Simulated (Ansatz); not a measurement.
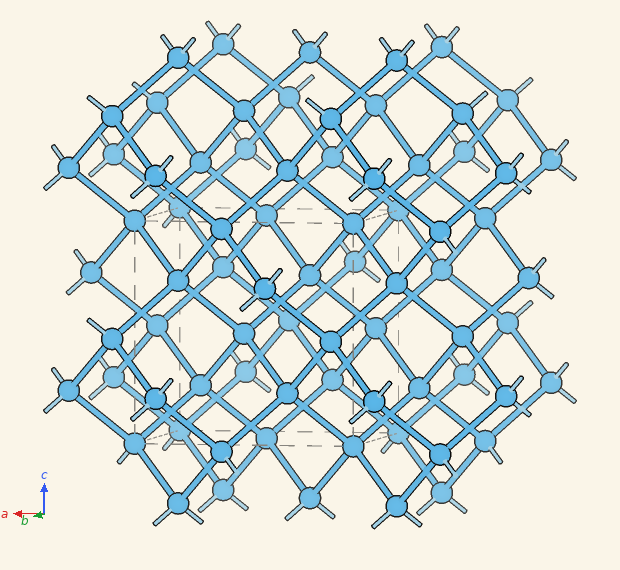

A cut-out of a periodic net derived from a crystal structure. Nodes are coloured by topological kind. Short stubs are edges that leave the cut-out.

**Classify the net: periodicity, connectivity, name.**

A uninodal 4-connected, three-periodic net. It is the dia net, known from diamond, zinc blende and cristobalite.

**Give point symbol and coordination sequence.**

6⁶, sequence 4, 12, 24, 42, 64.

Origin of the net. MgO (space group F-43m, No. 216). Coordinates: the input geometry of an electronic-structure calculation (not necessarily at equilibrium); the starting structure was generated, so it need not be a known form of this composition. Bonds are taken as Mg–O below 2.2 Å; no other contact counts. The graph is simplified in the usual way: terminal and isolated atoms are pruned, two-connected atoms become edges. Mg and O are 4-connected nodes.
